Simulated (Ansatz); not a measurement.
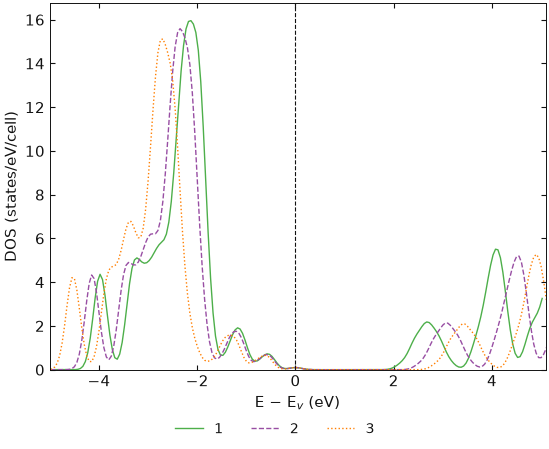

Total densities of states of CsPbCl3, space group R-3m, 5 atoms in the cell, uniaxial (z) strain +2.7%, by three methods on the same cell. The curves are built from the levels of the k mesh with Gaussians 0.3 eV wide, which also blur the band edges. Each is counted from its own valence-band top.

Q: Which curve is which? The methods: r2SCAN, PBE, HSE06.

A: 1 is PBE; 2 is r2SCAN; 3 is HSE06. PBE gives a gap of 2.16 eV, r2SCAN gives a gap of 2.54 eV and HSE06 gives a gap of 2.87 eV.

Settings. PBE: DFT, PBE, plane waves, PAW, no spin polarisation, 4×4×4 k mesh, 420 eV cutoff, Fermi-Dirac smearing of 0.02 eV (Ansatz). r2SCAN: DFT, r2SCAN, plane waves, PAW, no spin polarisation, 4×4×4 k mesh, 500 eV cutoff (Ansatz 0.2.0). HSE06: DFT, HSE06, plane waves, PAW, no spin polarisation, 4×4×4 k mesh, 420 eV cutoff (Ansatz).

Spin-orbit coupling is left out, which matters for Pb.
